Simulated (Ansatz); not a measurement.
# Geometry relaxation of Ge3Si

- system: Ge3Si (P-6m2, 4 atoms in the cell)
- method: DFT PBE, scalar-relativistic, plane waves, PAW, no spin polarisation (Ansatz 0.2.0)

The structure was made by a generator, so it may or may not be a known phase. Figures and captions count atoms from 1; the log counts them from 0 in places.

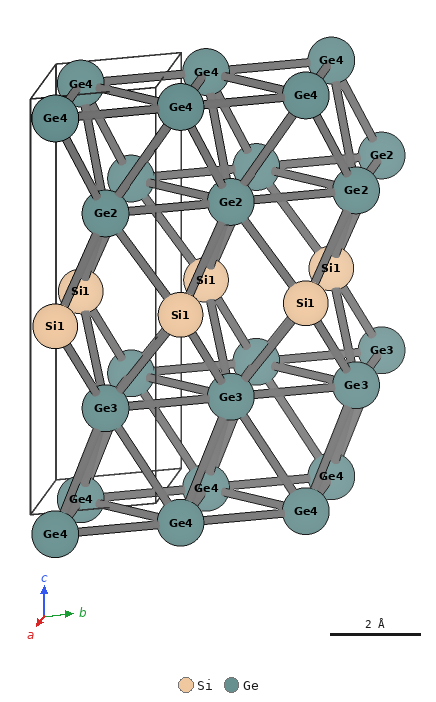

The structure as given in the input (ball-and-stick view of the cell of the calculation, repeated 2 × 3 × 1, seen slightly off an axis; atoms are numbered from 1 in the order of the input). An atom can appear more than once, as a periodic image.

**Key numbers**

```tsv
quantity	value
outcome	converged
space group (tolerance 0.01 Å)	P-6m2 (187)
electrons treated	46
free energy	−13519.0974 eV
Fermi energy	10.646 eV
gap on the k-point mesh	none (metallic)
pressure	0.01 GPa
final volume	72.93 Å³
largest force (length of the vector) at the end	0.003 eV/Å
final cell	a = 2.955 Å, b = 2.955 Å, c = 9.642 Å, α = 90.00°, β = 90.00°, γ = 120.00°
hardware	1 thread of Intel Xeon @ 2.50GHz (Skylake/Cascade Lake), 189 GiB of memory available, shared host
wall time	3.4 min
peak memory	0.54 GiB
```

**Input**
```yaml
crystal:
  lattice:
    - [2.9477815144, 0.0, 0.0]
    - [-1.4738907572, 2.5528536763, 0.0]
    - [0.0, 0.0, 9.6105272096]
  atoms:
    - { symbol: Si, position: [0.6666666667, 0.3333333333, 0.5] }
    - { symbol: Ge, position: [0.3333333333, 0.6666666667, 0.7342852771] }
    - { symbol: Ge, position: [0.3333333333, 0.6666666667, 0.2657147229] }
    - { symbol: Ge, position: [0.6666666667, 0.3333333333, 0.0] }
basis:
  ecutwfc: 420
kpoints:
  mp_grid: { grid: [18, 18, 6] }
hamiltonian:
  xc: pbe
scf:
  occupations: { method: gaussian, width: 0.1 }
output:
  forces: true
  stress: true
  eigenvalues: true
  write_density: true
  write_potential: true
  elf: true
  volumetric_format: npy
relax:
  adjacent_minimum: "off"
  f_tol: 0.01
  max_steps: 80
  cell: { stress_tol: 0.05 }
```

Launch command:
```bash
ansatz run input.yaml --threads 1 --pin off --max-ram 2560MiB --backend cpu --events-out ev --progress --plain --runs-dir out
```

**The program's output**
```
Engine: ansatz 0.2.0, x86_64-unknown-linux-gnu
Pseudopotentials: kind: paw
Pseudopotential: Si, paw, valence charge 4, recommended cutoff 420 eV (normal), Si.paw.azcp
Pseudopotential: Ge, paw, valence charge 14, recommended cutoff 420 eV (normal), Ge.paw.azcp
Functional definition: PBE
  parameter kappa = 0.804
  parameter beta = 0.06672455060314922
  exchange = pbe_x(kappa = kappa, mu = beta*pi^2/3)
  correlation = pbe_c(beta = beta)
Crystal: 4 atoms, lattice volume = 72.322 Å³
Basis set: ecut = 420 eV, 1389 PW (Γ), exchange–correlation on 40×40×144 points (8 copies of the dense FFT grid, shifted against one another)
Bands: 28, of which v1, the nominal top of the filled ones, is band 23 counted from 1 (22 counted from 0)
Symmetry: 12 space group operations
Space group: P-6m2 (ITA 187), of the structure as read, at distance tolerance 4.2e-5 Å
k-points: 148 of 1944 (time reversal used)
Non-local potential: Si, projectors of the file, l = 0: 2, l = 1: 2, l = 2: 2
Non-local potential: Ge, projectors of the file, l = 0: 2, l = 1: 2, l = 2: 3, l = 3: 1
PAW form: soft (Blöchl's): semilocal exchange-correlation on the pseudo side does not see the compensation charge
PAW one-centre angular grid: Si, 110 points (default); XC on 64 Gauss nodes
PAW one-centre angular grid: Ge, 590 points (default); XC on 64 Gauss nodes
Initial density: superposition of atomic densities (neutral atoms: chi_scale 0, normalization atom), corrected by the library's trained network
Initial wavefunctions: pseudopotential atomic-orbital guess
Functional: x = pbe(κ = 0.804, μ = 0.2195149727645171), c = pbe(β = 0.06672455060314922)
SCF iter   1: F=—  HF=-13519.096065 eV  |F-HF|=—  |Δ(HF+E_count)|=         —  Δρ=2.18e-3  dr2=2.09e-2  ethr=1.77e-3  ⟨swp⟩=5.6  Hψ=17202  notcnv=0
preconditioner: auto → Kerker (q_TF=auto, 2.530 Å⁻¹)  [metal: Δε(μ)=0.051 eV  Ē_g=20.794 eV  σ=0.100 eV  W_gap=0.28  n_scr=12 (ndim 8)  ℏωp=29.6 eV  f_vac=0.000  D(μ)=1.36/eV (n_scr^D=4)]
SCF iter   2: F=—  HF=-13519.094503 eV  |F-HF|=—  |Δ(HF+E_count)|=   1.56e-3  Δρ=1.38e-3  dr2=9.46e-3  ethr=4.54e-5  ⟨swp⟩=1.0  Hψ=5328  notcnv=0  defer=1
SCF iter   3: F=—  HF=-13519.093938 eV  |F-HF|=—  |Δ(HF+E_count)|=   5.65e-4  Δρ=3.00e-4  dr2=4.56e-5  ethr=2.06e-5  ⟨swp⟩=1.8  Hψ=4345  notcnv=0  defer=1
SCF iter   4: F=—  HF=-13519.093941 eV  |F-HF|=—  |Δ(HF+E_count)|=   2.83e-6  Δρ=1.37e-4  dr2=1.34e-5  ethr=9.91e-8  ⟨swp⟩=2.0  Hψ=7403  notcnv=0  defer=1
SCF iter   5: F=—  HF=-13519.093942 eV  |F-HF|=—  |Δ(HF+E_count)|=   1.29e-6  Δρ=4.70e-5  dr2=5.82e-6  ethr=2.91e-8  ⟨swp⟩=2.9  Hψ=7486  notcnv=0  defer=1
SCF iter   6: F=—  HF=-13519.093942 eV  |F-HF|=—  |Δ(HF+E_count)|=   2.96e-7  Δρ=1.18e-5  dr2=2.73e-7  ethr=1.26e-8  ⟨swp⟩=1.8  Hψ=4279  notcnv=0  defer=1
SCF iter   7: F=-13519.093942 eV  HF=-13519.093942 eV  |F-HF|=2.24e-8  |Δ(HF+E_count)|=   1.65e-8  Δρ=2.50e-6  dr2=2.41e-8  ethr=2.17e-10  ⟨swp⟩=8.9  Hψ=24958  notcnv=0
SCF 1 converged in 7 iterations: F = -13519.093942 eV  dr2 = 2.41e-8
  greatest PAW one-centre occupation: 0.998 electrons in one spin orbital (limit 2), on the Ge atom at site 3 (counted from 0), in its partial waves of l = 2
relax step   1: F+E_penalty+E_count = -13519.09394161 eV  Δ(F+E_penalty+E_count) = +0.000e0 eV  max|allowed force component| = 9.929e-2 eV/Å  Δτ_max = 0.0000 Å  P = +0.708 GPa  Ω = 72.322 Å³  (7 SCF iters, dr2 threshold 1.00e-7 eV, accepted)
Crystal: 4 atoms, lattice volume = 73.166 Å³
Initial density: handed on by an earlier stage of this run
Initial wavefunctions: those handed on with the density
iter 1 solved again at ethr=7.90e-6 eV; its pass at ethr=3.10e-3 eV (dr2=3.64e-3 eV) is discarded
SCF iter   1: F=—  HF=-13519.097376 eV  |F-HF|=—  |Δ(HF+E_count)|=         —  Δρ=1.02e-3  dr2=3.60e-3  ethr=7.90e-6  ⟨swp⟩=2.0  Hψ=17950  notcnv=0
preconditioner: auto → Kerker (q_TF=auto, 2.525 Å⁻¹)  [metal: Δε(μ)=0.005 eV  Ē_g=20.776 eV  σ=0.100 eV  W_gap=0.03  n_scr=12 (ndim 8)  ℏωp=29.4 eV  f_vac=0.000  D(μ)=1.43/eV (n_scr^D=4)]
SCF iter   2: F=—  HF=-13519.097176 eV  |F-HF|=—  |Δ(HF+E_count)|=   1.99e-4  Δρ=6.12e-4  dr2=1.35e-3  ethr=7.84e-6  ⟨swp⟩=1.0  Hψ=4144  notcnv=0
SCF iter   3: F=—  HF=-13519.097063 eV  |F-HF|=—  |Δ(HF+E_count)|=   1.14e-4  Δρ=1.03e-4  dr2=1.89e-5  ethr=2.94e-6  ⟨swp⟩=1.8  Hψ=4425  notcnv=0
SCF iter   4: F=—  HF=-13519.097096 eV  |F-HF|=—  |Δ(HF+E_count)|=   3.34e-5  Δρ=4.39e-5  dr2=1.89e-6  ethr=4.11e-8  ⟨swp⟩=2.0  Hψ=7310  notcnv=0
SCF iter   5: F=-13519.097095 eV  HF=-13519.097095 eV  |F-HF|=1.32e-7  |Δ(HF+E_count)|=   8.23e-7  Δρ=1.41e-5  dr2=2.55e-7  ethr=8.70e-10  ⟨swp⟩=9.3  Hψ=29213  notcnv=0
SCF 2 converged in 5 iterations: F = -13519.097095 eV  dr2 = 2.55e-7
  Residual-converged pass: ⟨swp⟩=1.0  Hψ=4742  notcnv=0  max |occ|·‖R‖ = 7.1e-9 eV (tolerance 1.0e-8 eV)  dr2=2.55e-7  dr2_onsite=2.97e-8  max |Δocc| = 6.6e-11
relax step   2: F+E_penalty+E_count = -13519.09709511 eV  Δ(F+E_penalty+E_count) = -3.153e-3 eV  max|allowed force component| = 1.085e-2 eV/Å  Δτ_max = 0.0245 Å  P = -0.214 GPa  Ω = 73.166 Å³  energy of the carried Pulay correction = -1.734e-4 eV  (5 SCF iters, dr2 threshold 4.00e-7 eV, accepted)
Crystal: 4 atoms, lattice volume = 72.933 Å³
iter 1 solved again at ethr=1.70e-7 eV; its pass at ethr=3.10e-3 eV (dr2=7.80e-5 eV) is discarded
SCF iter   1: F=—  HF=-13519.097286 eV  |F-HF|=—  |Δ(HF+E_count)|=         —  Δρ=1.18e-4  dr2=7.94e-5  ethr=1.70e-7  ⟨swp⟩=2.9  Hψ=20302  notcnv=0
preconditioner: auto → Kerker (q_TF=auto, 2.527 Å⁻¹)  [metal: Δε(μ)=0.006 eV  Ē_g=20.778 eV  σ=0.100 eV  W_gap=0.03  n_scr=12 (ndim 8)  ℏωp=29.5 eV  f_vac=0.000  D(μ)=1.39/eV (n_scr^D=4)]
SCF iter   2: F=—  HF=-13519.097316 eV  |F-HF|=—  |Δ(HF+E_count)|=   2.91e-5  Δρ=6.99e-5  dr2=2.83e-5  ethr=1.70e-7  ⟨swp⟩=1.0  Hψ=4146  notcnv=0
SCF iter   3: F=—  HF=-13519.097313 eV  |F-HF|=—  |Δ(HF+E_count)|=   2.23e-6  Δρ=1.44e-5  dr2=5.43e-7  ethr=6.14e-8  ⟨swp⟩=1.8  Hψ=4414  notcnv=0
SCF iter   4: F=-13519.097313 eV  HF=-13519.097313 eV  |F-HF|=4.39e-8  |Δ(HF+E_count)|=   9.40e-8  Δρ=5.89e-6  dr2=4.65e-8  ethr=2.76e-10  ⟨swp⟩=7.9  Hψ=24197  notcnv=0
SCF 3 converged in 4 iterations: F = -13519.097313 eV  dr2 = 4.65e-8
relax step   3: F+E_penalty+E_count = -13519.09731317 eV  Δ(F+E_penalty+E_count) = -2.181e-4 eV  max|allowed force component| = 2.656e-3 eV/Å  Δτ_max = 0.0016 Å  P = +0.008 GPa  Ω = 72.933 Å³  energy of the carried Pulay correction = -1.259e-4 eV  (4 SCF iters, dr2 threshold 1.27e-7 eV, accepted)
Initial wavefunctions: pseudopotential atomic-orbital guess (no wavefunctions were taken with the density)
iter 1 solved again at ethr=8.81e-8 eV; its pass at ethr=3.10e-3 eV (dr2=4.05e-5 eV) is discarded
SCF iter   1: F=—  HF=-13519.095757 eV  |F-HF|=—  |Δ(HF+E_count)|=         —  Δρ=7.54e-4  dr2=8.65e-6  ethr=8.81e-8  ⟨swp⟩=2.5  Hψ=26158  notcnv=0
preconditioner: auto → Kerker (q_TF=auto, 2.527 Å⁻¹)  [metal: Δε(μ)=0.006 eV  Ē_g=20.780 eV  σ=0.100 eV  W_gap=0.04  n_scr=12 (ndim 8)  ℏωp=29.5 eV  f_vac=0.000  D(μ)=1.40/eV (n_scr^D=4)]
SCF iter   2: F=—  HF=-13519.097006 eV  |F-HF|=—  |Δ(HF+E_count)|=   1.25e-3  Δρ=3.82e-4  dr2=2.22e-6  ethr=1.88e-8  ⟨swp⟩=1.1  Hψ=4159  notcnv=0
SCF iter   3: F=—  HF=-13519.097433 eV  |F-HF|=—  |Δ(HF+E_count)|=   4.26e-4  Δρ=2.56e-6  dr2=6.65e-9  ethr=4.82e-9  ⟨swp⟩=1.0  Hψ=4144  notcnv=0
SCF iter   4: F=—  HF=-13519.097433 eV  |F-HF|=—  |Δ(HF+E_count)|=   1.78e-9  Δρ=9.81e-7  dr2=3.62e-9  ethr=1.45e-11  ⟨swp⟩=2.0  Hψ=7537  notcnv=0
SCF iter   5: F=—  HF=-13519.097433 eV  |F-HF|=—  |Δ(HF+E_count)|=  4.73e-10  Δρ=7.23e-7  dr2=1.62e-9  ethr=7.87e-12  ⟨swp⟩=2.3  Hψ=6110  notcnv=0
SCF iter   6: F=-13519.097433 eV  HF=-13519.097433 eV  |F-HF|=3.64e-12  |Δ(HF+E_count)|=  1.46e-11  Δρ=9.53e-8  dr2=5.66e-12  ethr=1.00e-12  ⟨swp⟩=5.0  Hψ=18547  notcnv=0
SCF 4 converged in 6 iterations: F = -13519.097433 eV  dr2 = 5.66e-12
relax step   4: F+E_penalty+E_count = -13519.09743258 eV  Δ(F+E_penalty+E_count) = -1.194e-4 eV  max|allowed force component| = 2.597e-3 eV/Å  Δτ_max = 0.0000 Å  P = +0.008 GPa  Ω = 72.933 Å³  stress off target by 1.22e-2 GPa  SCF on the basis re-selected at this cell (its energy is not comparable with the rows above)  (6 SCF iters)
```

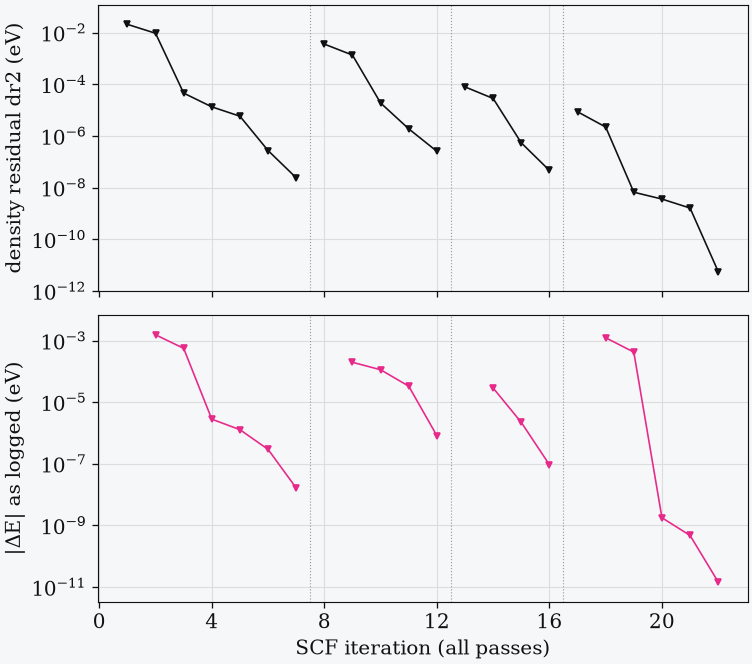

Convergence of the self-consistent field: density residual dr2 and size of the energy change against the SCF iteration. The dotted lines part the SCF passes of the relaxation: geometry steps, rejected trials and re-solves on a re-selected basis. The passes take 7, 5, 4 and 6 iterations.

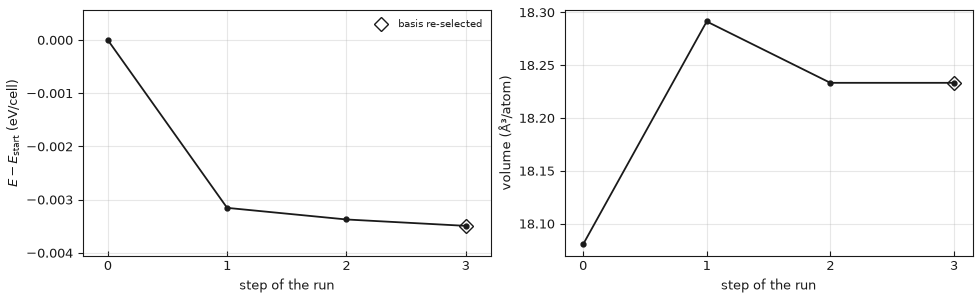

Progress of the relaxation, step by step (the first geometry is step 0 here and step 1 in the log).

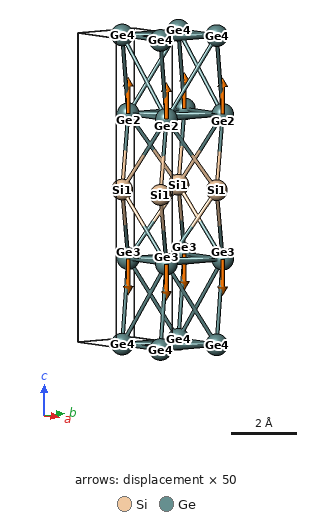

The starting structure with the displacements (without the part carried along by the change of the cell) as orange arrows, magnified 50 times (ball-and-stick view of the cell of the calculation, repeated 2 × 2 × 1, seen at an oblique angle). The largest moves relative to the cell, 0.023 Å, are those of Ge2 and Ge3. Si stays in place. Cell: a = b 2.948 → 2.955 Å (+0.3 %), c 9.611 → 9.642 Å (+0.3 %). Volume +0.8 %. Distances before and after: Si1–Ge2 2.822 → 2.849 Å, Ge2–Ge4 3.069 → 3.059 Å, Ge2–Ge2 2.948 → 2.955 Å. The space group stays P-6m2 (No. 187). Over 2 geometry steps the energy falls by 3.4 meV per cell of the calculation. Largest force component: 0.099 eV/Å at the start, 0.0026 eV/Å at the end. The pressure goes from 0.71 to 0.01 GPa. A last SCF at the same geometry on a re-selected plane-wave basis shifts the energy by −0.1 meV per cell of the calculation. (Atoms are counted from 1 in the order of the input.)

```
basis re-selected at this cell: Δ(F+E_penalty+E_count) = -1.194e-4 eV, ΔP = +0.000 GPa vs the last step (what re-selecting the basis moved, of the pressure what is left beyond the Pulay correction that the steps carried, after the strain that the cell walked since its last selection, with what the two solves' SCF thresholds leave and, on support functions, any second-order correction that the steps lacked; it is no measure of the basis error at this ecutwfc). This SCF's stress stands 1.22e-2 GPa from its target on what of the cell is left free (relax.cell.stress_tol is 5.00e-2 GPa) and its largest allowed force component is 2.60e-3 eV/Å (relax.f_tol is 1.00e-2 eV/Å): within both
SCF converged after 6 iterations
Free energy (F): -13519.097433 eV
Harris-Foulkes:  -13519.097433 eV  (|F-HF|=3.64e-12)
Internal energy: -13519.090448 eV  (E = F + TS)
E sigma→0 (E₀):  -13519.093940 eV
Entropy (-TS):   -0.006985 eV (-1.746 meV/atom)
Fermi energy:    10.646190 eV
--- Per-component energies (eV) ---
  E_band       = -336.304406
  E_kinetic    = 369.147157
  E_local      = -7349.838368  (includes V_loc(G=0)·N_el)
  E_nonlocal   = 1270.712618
  E_hartree    = 3266.839420
  E_xc         = -282.050843
  E_vxc        = -240.322106  (∫ρ·V_xc dr)
  E_paw        = -6560.278772  (= ΣΔE_a)
  E_vpaw       = -919.683494  (= ΣTr[D̂ρ^β])
  E_aug_tail   = 0.000937  (compensation charges beyond the density's cutoff)
  E_ewald      = -4233.622597
  E_smearing   = -0.006985  (= −TS)
  E_closure    = 0.000000  (closes the sum)
  Σ components = -13519.097433   (vs F -13519.097433, Δ=0.00e0)
--- Forces (eV/Å), atoms counted from 1 ---
  atom   1  Si     0.00000000     0.00000000     0.00000000
  atom   2  Ge     0.00000000    -0.00000000    -0.00259748
  atom   3  Ge     0.00000000    -0.00000000     0.00259748
  atom   4  Ge     0.00000000     0.00000000     0.00000000
  max |Σ_I F_I| component: 3.70e-17 eV/Å
--- Stress (GPa, compression-positive) ---
        0.012248       0.000000       0.000000
        0.000000       0.012248       0.000000
        0.000000       0.000000       0.000904
  P = ⅓ Tr σ = 0.0085 GPa (0.085 kbar)
--- Band table (eV; the first three rows and the last of 148) ---
  k-point 0: bands = ["-14.1048", "-14.0883", "-14.0883", "-14.0826", "-14.0819", "-14.0819", "-14.0811", "-14.0787", "-14.0787", "-14.0394", "-14.0394", "-14.0126", "-14.0126", "-14.0050", "-14.0050", "-2.5786", "-1.1678", "-0.8260", "3.0424", "5.0229", "11.8659", "12.0006", "17.2893", "17.2893", "18.5934", "18.5934", "18.7038", "18.7038"]
  k-point 1: bands = ["-14.1048", "-14.0883", "-14.0883", "-14.0826", "-14.0820", "-14.0820", "-14.0811", "-14.0787", "-14.0787", "-14.0394", "-14.0394", "-14.0126", "-14.0126", "-14.0050", "-14.0050", "-2.5359", "-1.4962", "-0.4231", "2.6389", "5.5218", "10.4658", "13.4559", "17.3048", "17.3048", "18.4199", "18.4199", "18.8629", "18.8629"]
  k-point 2: bands = ["-14.1048", "-14.0883", "-14.0883", "-14.0825", "-14.0820", "-14.0820", "-14.0813", "-14.0787", "-14.0787", "-14.0394", "-14.0394", "-14.0125", "-14.0125", "-14.0051", "-14.0051", "-2.4103", "-1.8685", "0.1502", "1.9374", "6.5281", "9.0783", "14.9927", "17.3393", "17.3393", "18.2382", "18.2477", "18.2477", "18.9948"]
  k-point 147: bands = ["-14.0932", "-14.0824", "-14.0781", "-14.0526", "-14.0514", "-14.0510", "-14.0442", "-14.0418", "-14.0367", "-14.0353", "-14.0325", "-14.0248", "-14.0085", "-14.0085", "-14.0038", "4.1316", "4.4857", "4.5780", "4.9472", "6.7157", "7.2291", "7.8939", "8.2573", "8.2576", "8.9592", "9.6689", "10.1926", "13.7912"]
--- Relaxed structure (3 steps of the walk, 3 accepted, 1 SCFs on fresh bases) ---
  F+E_penalty+E_count = -13519.09743258 eV   max|allowed force component| = 2.597e-3 eV/Å   (the final SCF, on the basis selected at the relaxed cell)
  cell:  # Å, volume = 72.9333 Å³
    - [2.9554158477494332, 0.0, 0.0]
    - [-1.4777079238747166, 2.5594652028981315, 0.0]
    - [0.0, 0.0, 9.64180087118694]
  atoms:
    - { symbol: Si, position: [0.6666666666666666, 0.33333333333333326, 0.5] }
    - { symbol: Ge, position: [0.33333333333333326, 0.6666666666666665, 0.7366668961620033] }
    - { symbol: Ge, position: [0.33333333333333326, 0.6666666666666665, 0.2633331038379968] }
    - { symbol: Ge, position: [0.6666666666666666, 0.33333333333333326, 0.0] }
```

**Trajectory as extended XYZ (Å, eV, eV/Å), 4 frames, from step=1 to step=4**
```
4
Lattice="2.9478 0.0000 0.0000 -1.4739 2.5529 0.0000 0.0000 0.0000 9.6105" Properties=species:S:1:pos:R:3:forces:R:3 step=1 energy=-13519.09394 pressure_GPa=0.71
Si    1.4739    0.8510    4.8053    0.0000   0.0000   0.0000
Ge    0.0000    1.7019    7.0569    0.0000   0.0000   0.0993
Ge    0.0000    1.7019    2.5537    0.0000   0.0000  -0.0993
Ge    1.4739    0.8510    0.0000    0.0000   0.0000   0.0000
4
Lattice="2.9587 0.0000 0.0000 -1.4794 2.5623 0.0000 0.0000 0.0000 9.6510" Properties=species:S:1:pos:R:3:forces:R:3 step=2 energy=-13519.09709 pressure_GPa=-0.21
Si    1.4794    0.8541    4.8255    0.0000   0.0000   0.0000
Ge    0.0000    1.7082    7.1112    0.0000   0.0000  -0.0108
Ge    0.0000    1.7082    2.5398    0.0000   0.0000   0.0108
Ge    1.4794    0.8541    0.0000    0.0000   0.0000   0.0000
4
Lattice="2.9554 0.0000 0.0000 -1.4777 2.5595 0.0000 0.0000 0.0000 9.6418" Properties=species:S:1:pos:R:3:forces:R:3 step=3 energy=-13519.09731 pressure_GPa=0.01
Si    1.4777    0.8532    4.8209    0.0000   0.0000   0.0000
Ge    0.0000    1.7063    7.1028    0.0000   0.0000  -0.0027
Ge    0.0000    1.7063    2.5390    0.0000   0.0000   0.0027
Ge    1.4777    0.8532    0.0000    0.0000   0.0000   0.0000
4
Lattice="2.9554 0.0000 0.0000 -1.4777 2.5595 0.0000 0.0000 0.0000 9.6418" Properties=species:S:1:pos:R:3:forces:R:3 step=4 energy=-13519.09743 pressure_GPa=0.01
Si    1.4777    0.8532    4.8209    0.0000   0.0000   0.0000
Ge    0.0000    1.7063    7.1028    0.0000   0.0000  -0.0026
Ge    0.0000    1.7063    2.5390    0.0000   0.0000   0.0026
Ge    1.4777    0.8532    0.0000    0.0000   0.0000   0.0000
```

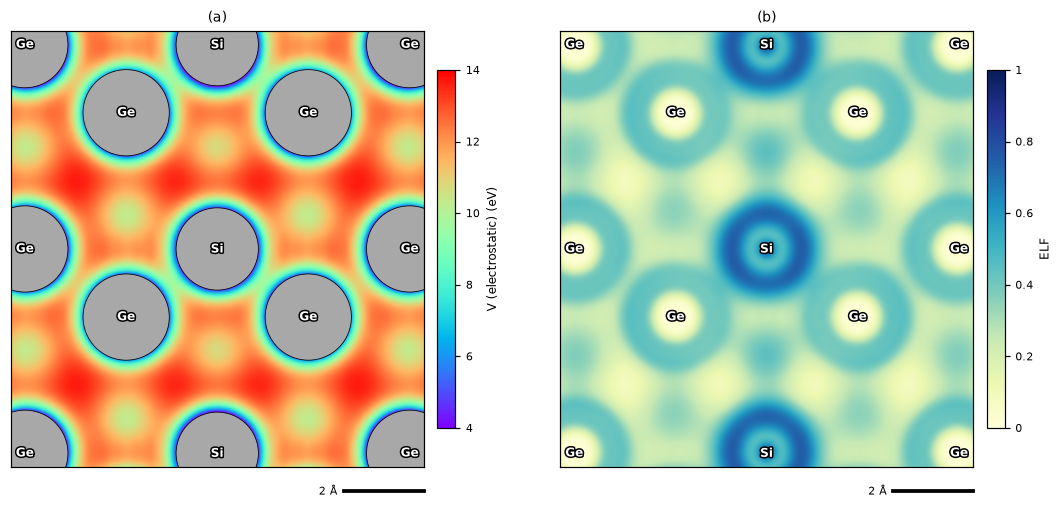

(a) electrostatic potential energy of an electron; (b) electron localisation function on the (110) plane of the conventional cell. Grey discs, where drawn, cover atomic cores. Si–Ge (2.85 Å): the ELF is about 0.45 at the midpoint. Outside the cores the potential energy rises away from the atoms and is highest about 2.1 Å from the nearest atoms; outside the discs it spans about 9 eV, and its zero is arbitrary. The fields are those of the smooth PAW valence density.
